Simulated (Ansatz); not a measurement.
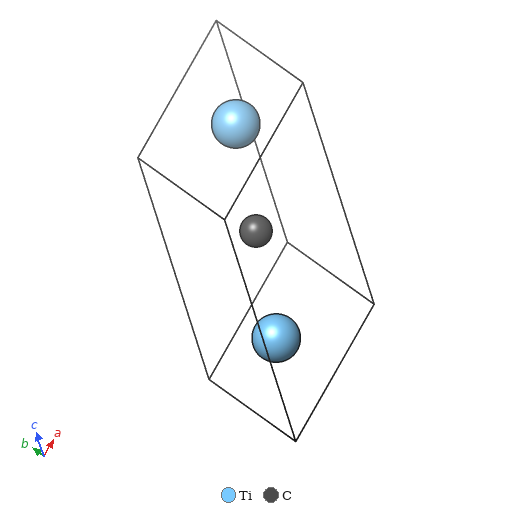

System: Ti₂C, space group R-3m (No. 166). The picture shows the cell.

The given structure:
```yaml
crystal:
  lattice:
    - [1.52670, 0.88144, 4.78289]
    - [-1.52670, 0.88144, 4.78289]
    - [0.00000, -1.76288, 4.78289]
  atoms:
    - { symbol: Ti, position: [0.24577, 0.24577, 0.24577] }
    - { symbol: Ti, position: [0.75423, 0.75423, 0.75423] }
    - { symbol: C, position: [0.50000, 0.50000, 0.50000] }
```

Method: elastic stress-strain coefficients at zero temperature from small strains of the given cell, Voigt order xx yy zz yz xz xy, Cartesian axes of the cell vectors; plane waves with PAW datasets, Γ-centred k mesh (Ansatz 0.2.0). Level: PBEsol, no spin polarisation.

- wave cutoff: 420 eV
- k mesh: 18×18×18
- occupations: Fermi–Dirac
- smearing width: 0.15 eV
- ions: relaxed
- strain amplitude: 0.005

Predict the Young's modulus as a surface whose radius and colour give its value in each direction.

Over all directions E runs from 116 to 306 GPa, a ratio of 2.6, a strong anisotropy. E is 271 GPa along x, 271 GPa along y and 209 GPa along z, and 126 GPa along the body diagonal x + y + z. The Hill averages are K = 146 GPa and G = 78 GPa, Poisson's ratio 0.27; K/G = 1.87.

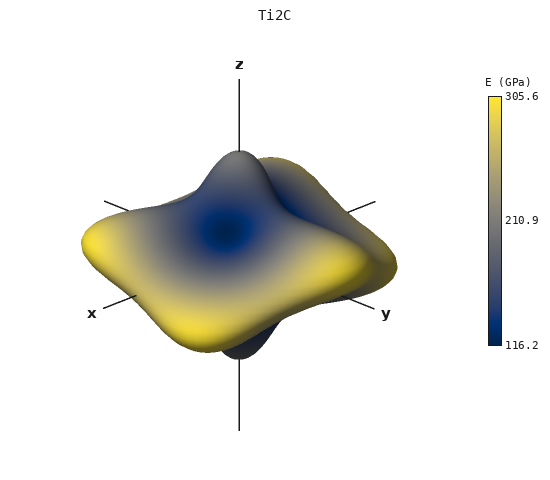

Limits of the calculation: metal sensitive to the k mesh.
